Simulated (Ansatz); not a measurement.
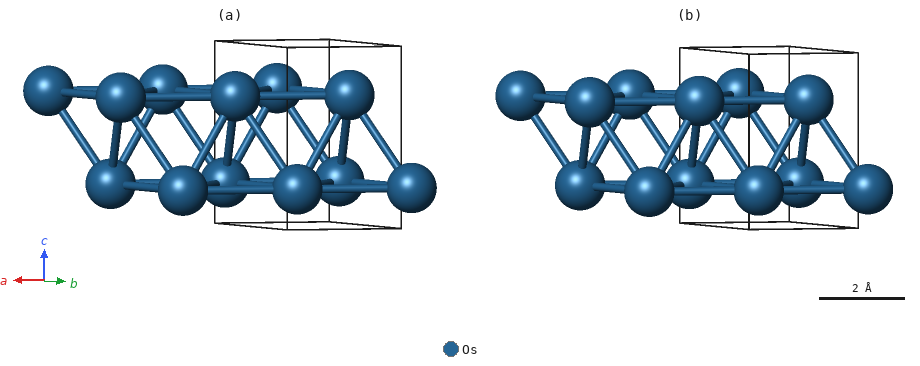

Left: solid Os (set up in P6_3/mmc). Right: the same structure after one change, at the same scale. A ball-and-stick model of the cell of the calculation, repeated 3 × 2 × 1 with one cell outlined, seen from a free direction.

These are results of Ansatz 0.2.0, DFT PBEsol, scalar-relativistic, plane waves, PAW, not measurements. Set-up: plane-wave cutoff 420 eV; k-point mesh 18 × 18 × 10; occupations gaussian; smearing width 0.1 eV; no spin polarisation.

> What distinguishes the right structure from the left one?

The volume is changed by −12.0 %. The cell's shape and the atoms are relaxed at that volume.

> What does the change do?

The energy rises by 343 meV per atom. Pressure: 0.0 GPa before, 74.5 GPa after. It is metallic before and after. The drawn cell changes as follows: a = b 2.727 → 2.609 Å (−4.3 %), c 4.313 → 4.149 Å (−3.8 %); the volume changes by −12.0 %. No atom moves by more than 0.005 Å relative to the cell. Near-neighbour distances before and after: Os–Os 2.727 → 2.609 Å, Os–Os 2.670 → 2.563 Å. The space group stays P6_3/mmc (No. 194).
